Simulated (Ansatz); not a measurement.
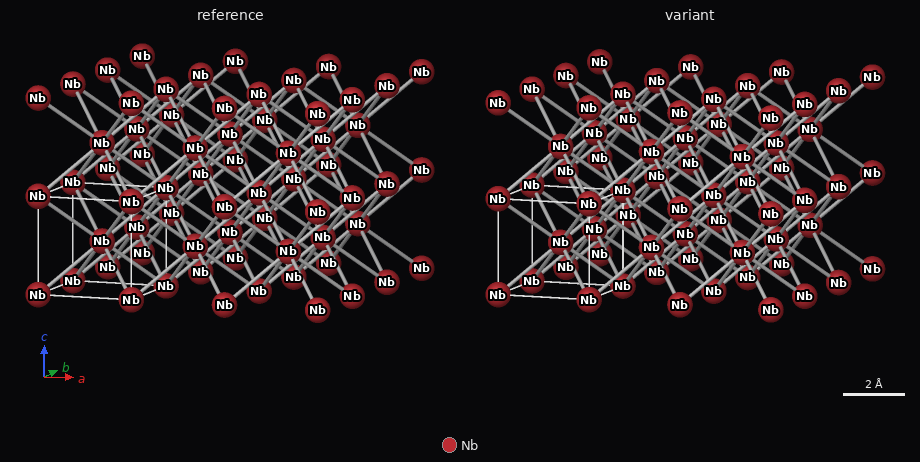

Left: crystalline Nb (set up in Im-3m). Right: the same structure after one change, at the same scale. The picture is a ball-and-stick view of the conventional cell (2 times the calculation's cell), repeated 3 × 3 × 2 with one cell outlined, seen slightly off an axis. Lengths and directions refer to the drawn axes.

Theory: DFT PBEsol, scalar-relativistic, plane waves, PAW in Ansatz. Settings: plane-wave cutoff 420 eV; k-point mesh 18 × 18 × 18; occupations gaussian; smearing width 0.1 eV; no spin polarisation.

The crystal is put under a hydrostatic pressure of 15 GPa. Cell and atoms are relaxed at that pressure.

Q: And its effect?

A: Cell: a = b = c 3.272 → 3.193 Å (−2.4 %). Volume −7.1 %. The atoms keep their places relative to the cell (all moves are under 0.005 Å). Some distances before and after: Nb–Nb 2.834 → 2.765 Å. The space group stays Im-3m (No. 229). Energy change: +54.8 meV per atom. Pressure: 0.0 GPa before, 15.0 GPa after. It is metallic before and after.
